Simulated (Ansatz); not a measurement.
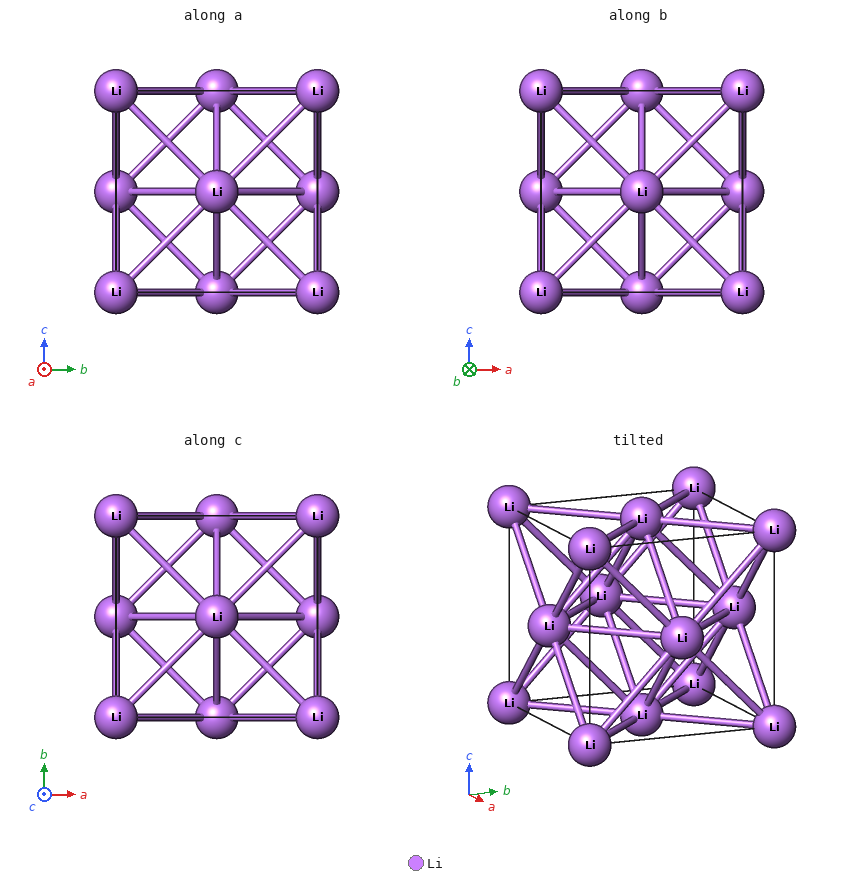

View along the a axis, along the b axis, along the c axis and slightly off an axis, drawn as a ball-and-stick model. The edges of the conventional unit cell are marked.

Lattice parameters: a = 4.321 Å, b = 4.321 Å, c = 4.321 Å, α = 90.00°, β = 90.00°, γ = 90.00°. Put a along x and b in the xy plane.

> Set out the cell and atoms as a POSCAR file.

```
Li
1.0
     4.321    0.000    0.000
     0.000    4.321    0.000
     0.000    0.000    4.321
Li
4
Direct
  0.0000 0.0000 0.0000
  0.0000 0.5000 0.5000
  0.5000 0.0000 0.5000
  0.5000 0.5000 0.0000
```

The model was built from a structure type filled with this element by a generator (whether the element takes this form wasn't checked). Earlier steps of the study may have refined or changed the cell and positions. Ansatz was used for an electronic-structure calculation on it.
